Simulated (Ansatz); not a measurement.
Start from this file.

```
CELL_PARAMETERS angstrom
5.84408 0.00000 0.00000
0.00000 5.84408 0.00000
0.00000 0.00000 5.84408
ATOMIC_POSITIONS crystal
Mg 0.00000 0.00000 0.00000
Te 0.25000 0.25000 0.25000
Mg 0.00000 0.50000 0.50000
Te 0.25000 0.75000 0.75000
Mg 0.50000 0.00000 0.50000
Te 0.75000 0.25000 0.75000
Mg 0.50000 0.50000 0.00000
Te 0.75000 0.75000 0.25000
```

Q: Say what kind of structure these coordinates give.

A: The stoichiometry is MgTe. Its lattice is face-centred cubic, its space group F-43m (No. 216). In terms of structure types, this is zinc blende (sphalerite type). Counting shared atoms by their share gives 4 Mg, 4 Te, or 8 atoms. Each Mg has four Te in a tetrahedral arrangement at 2.53 Å. The coordination shell of Te holds four Mg in a tetrahedral arrangement at 2.53 Å. The bonds build a three-dimensional framework.

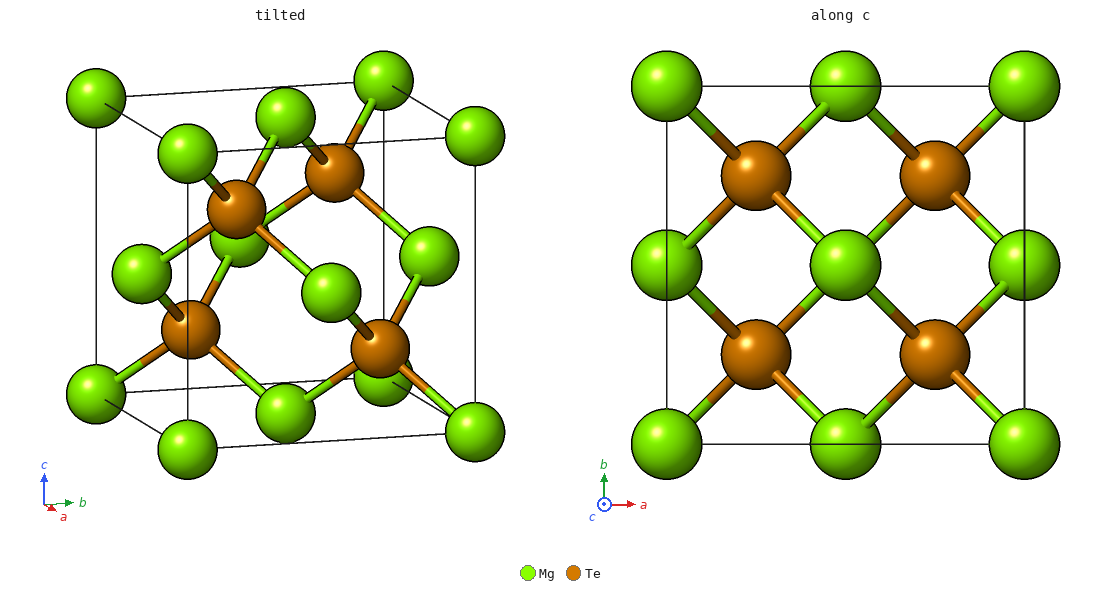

Structure drawing (ball-and-stick), viewed slightly off an axis and along the c axis. One conventional unit cell is framed, with atoms on its boundary repeated.

The initial geometry was a structure listed in the Materials Project. Earlier steps of the study may have refined or changed the cell and positions. Ansatz was used for an electronic-structure calculation on it.

At this level of theory the cell isn't at rest (compressed, at 27 GPa), so its distances can differ from those at equilibrium, the more so the softer the solid.
